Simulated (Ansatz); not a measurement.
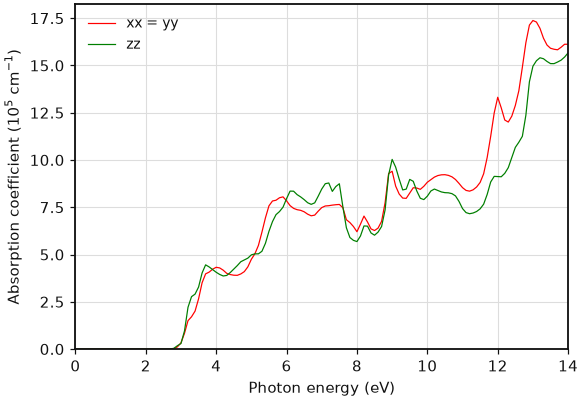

Optical absorption coefficient from interband transitions, 18×18×18 mesh, 0.1 eV broadening.

Calculation on CoO, space group R-3m, 2 atoms in the cell.

Level of theory: DFT PBE+U, scalar-relativistic, plane waves, PAW, Ueff = 3.32 eV on Co d, spin-polarised, 12×12×12 k mesh, 420 eV cutoff, Gaussian smearing of 0.01 eV; code Ansatz 0.2.0.

Q: Where does absorption set in?

A: The smallest direct gap is 2.85 eV; the absorption coefficient reaches a twentieth of its peak at about 3.1 eV.

Q: Does it absorb visible light at this level?

A: It absorbs visible light at this level: direct transitions start within the visible range (semilocal gaps are too small, so the true onset lies higher).

Q: Where are the main peaks of the absorption coefficient?

A: The most prominent peaks of the absorption coefficient (xx = yy) lie at 5.9 eV (8), heights in 10⁵ cm⁻¹. For zz they lie at 7.2 eV (8.8) and 9.0 eV (10).

Q: What does the number of distinct curves say about the crystal?

A: Two diagonal components agree and the third differs: the response is uniaxial.

Independent particles: no excitons or local fields.
